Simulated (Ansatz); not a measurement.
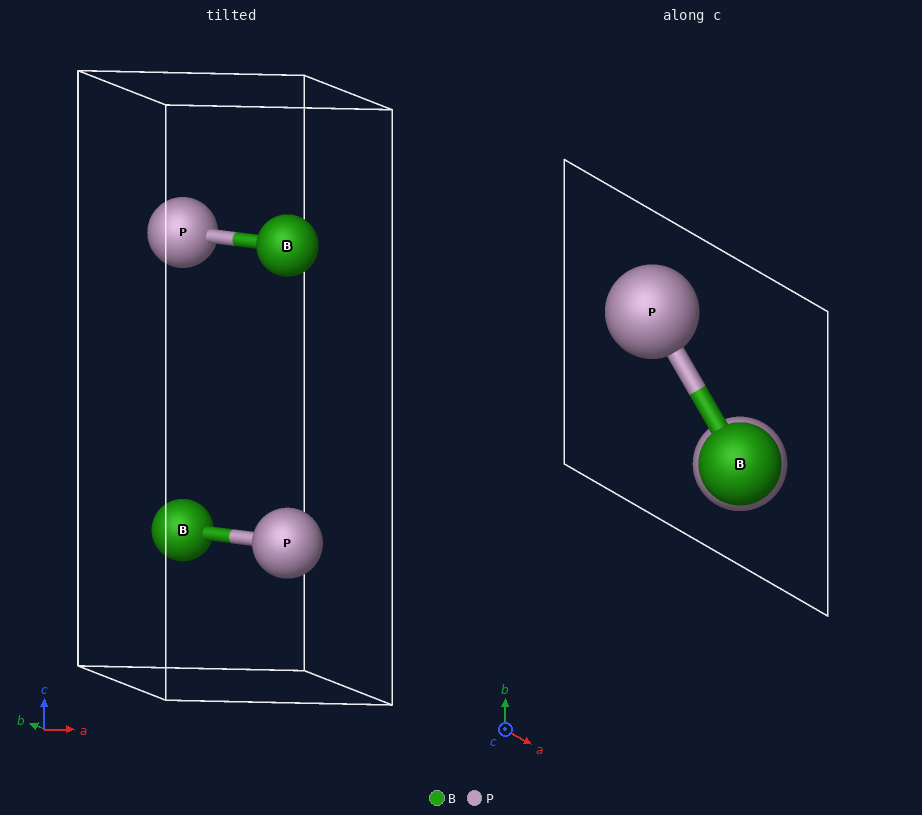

Structure drawing (ball-and-stick), viewed slightly off an axis and along the c axis. The frame is the conventional unit cell; atoms at its boundary are shown with their periodic copies.

BP, space group P6_3/mmc (No. 194), a = 3.204 Å, b = 3.204 Å, c = 8.467 Å, α = 90.00°, β = 90.00°, γ = 120.00°. Its origin is a structure type filled with these elements by a generator (whether the compound takes this form wasn't checked). Earlier steps of the study may have refined or changed the cell and positions. It was run through Ansatz as a DFT input.

This one geometry was computed with Ansatz (DFT, plane waves, PAW) at six levels of theory: r2SCAN, Hartree-Fock, PBE0, LC-wPBE, LDA and HSE06. It was relaxed beforehand with r2SCAN.

**Which level gives the highest pressure at this volume, and what does that say about its equilibrium volume?**

Highest: Hartree-Fock (3.6 GPa), which points to the largest equilibrium volume. Lowest, with the smallest volume: LDA (-2.5 GPa). Levels within 0.5 GPa of each other can't be told apart.

**How does the band gap change with the level of theory?**

LDA: a gap of 0.78 eV, indirect; r2SCAN: a gap of 1.03 eV, indirect; HSE06: a gap of 1.30 eV, indirect; PBE0: a gap of 1.83 eV, direct; LC-wPBE: a gap of 5.25 eV, direct; Hartree-Fock: a gap of 6.21 eV, indirect.

**Collect the results in a table.**

| level | cutoff (eV) | k-mesh of the run's cell | gap (eV) | pressure (GPa) |
| --- | --- | --- | --- | --- |
| r2SCAN | 500 | 12×12×4 | 1.03 | 0.0 |
| Hartree-Fock | 420 | 6×6×2 | 6.21 | 3.6 |
| PBE0 | 420 | 6×6×2 | 1.83 | -0.2 |
| LC-wPBE | 420 | 6×6×2 | 5.25 | -1.6 |
| LDA | 420 | 12×12×4 | 0.78 | -2.5 |
| HSE06 | 420 | 6×6×2 | 1.30 | -0.2 |

Gaps are taken on the k-mesh or band path of each run.
